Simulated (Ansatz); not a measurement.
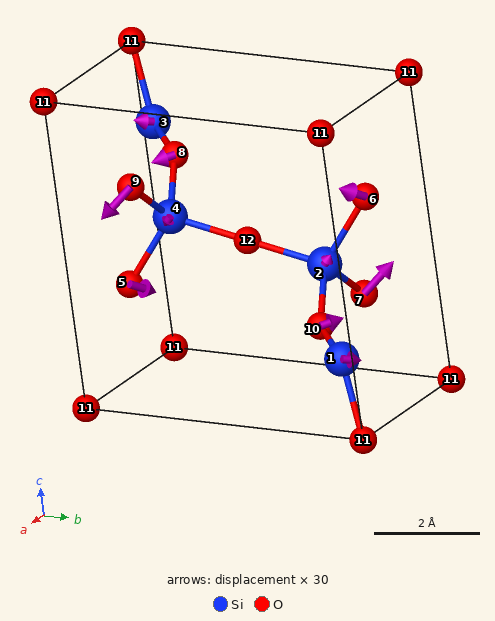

A relaxation of a crystal of SiO₂ (set up in P-1). The starting structure is drawn; purple arrows show the displacements, 30 times their true length.

A ball-and-stick model of the cell of the calculation, reduced to other axes, seen slightly off an axis. Lengths and directions refer to the drawn axes.

Case: strain along c alone, the other axes held, atoms relaxed: +2.0 %.

Computed with DFT r2SCAN, scalar-relativistic, plane waves, PAW in Ansatz 0.2.0.

The input:
```yaml
crystal:
  lattice:
    - [-2.6275927958, 4.7681787819, 4.4491563442]
    - [2.5856905452, -4.8444518901, 4.5064043475]
    - [2.6760174279, 4.8710549894, -4.5311510733]
  atoms:
    - { symbol: Si, position: [0.9310580882, 0.8490219818, 0.0883017567] }
    - { symbol: Si, position: [0.7404544956, 0.1555105562, 0.5859442375] }
    - { symbol: Si, position: [0.0689419118, 0.1509780182, 0.9116982433] }
    - { symbol: Si, position: [0.2595455044, 0.8444894438, 0.4140557625] }
    - { symbol: O, position: [0.1326168795, 0.8873289565, 0.255168288] }
    - { symbol: O, position: [0.8673831205, 0.1126710435, 0.744831712] }
    - { symbol: O, position: [0.7950413022, 0.5023193869, 0.7997655093] }
    - { symbol: O, position: [0.2046590497, -0.0059454503, 0.7023081588] }
    - { symbol: O, position: [0.2049586978, 0.4976806131, 0.2002344907] }
    - { symbol: O, position: [0.7953409503, 0.0059454503, 0.2976918412] }
    - { symbol: O, position: [0.0, 0.0, 0.0] }
    - { symbol: O, position: [0.5, 0.0, 0.5] }
basis:
  ecutwfc: 500
kpoints:
  mp_grid: { grid: [6, 6, 6] }
hamiltonian:
  xc: r2scan
scf:
  occupations: { method: gaussian, width: 0.02 }
output:
  forces: true
  stress: true
  eigenvalues: true
relax:
  adjacent_minimum: "off"
  f_tol: 0.008
  max_steps: 40
```

Command:
```bash
ansatz run input.yaml --threads 2 --pin off --max-ram 5120MiB --backend cpu --events-out ev --progress --plain --runs-dir out
```

> Atoms of which element are displaced furthest, and by how much?

Oxygen: up to 0.029 Å, against 0.014 Å for silicon.

> Describe the change and its energy.

Over 3 geometry steps the energy falls by 0.6 meV per atom. The largest force component goes from 0.27 to 0.0047 eV/Å. The largest moves, 0.029 Å, are those of O7 and O9. O7 goes along [−3 2 2]. By element the largest moves are O 0.029 Å, Si 0.014 Å. The lattice vectors keep their values. Near-neighbour distances that change, for instance: Si1–O11 1.618 → 1.613 Å. The space group stays P-1 (No. 2).
